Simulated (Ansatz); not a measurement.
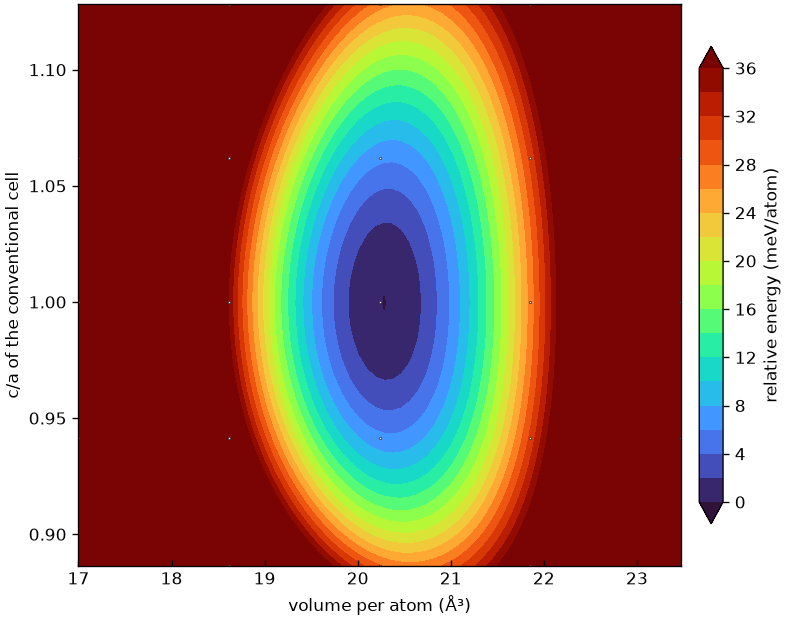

ZnSe₂ (Pa-3, No. 205; 12 atoms in the cell). The energy is mapped over volume and the cell's shape. First axis: volume per atom. Second axis: c/a of the conventional cell. Nothing is relaxed (fractional coordinates fixed). The grid has 5 × 5 points. Points are written as (first, second). Energies: meV/atom, counted from the lowest grid point. These are results of DFT PBEsol, scalar-relativistic, plane waves, PAW (Ansatz 0.2.0), not measurements. Settings: cutoff 520 eV, k-mesh 6×6×6, gaussian smearing 0.05 eV, no spin polarisation.

In the figure: filled contours, dots at the grid points, one colour for all values above the top of the scale. Between grid points the surface is interpolated.

Where is the minimum, and how stiff is the well along each coordinate?

Answer. The interpolated minimum is at volume per atom ≈ 20.24 Å³, c/a of the conventional cell ≈ 1.000. The curvatures there are about 0.28 eV/(Å³)² and 42 eV, with a cross term of about 0 eV/Å³ (per cell of 12 atoms). Round the minimum the two coordinates are nearly uncoupled.

PAW datasets: the set soft_1.
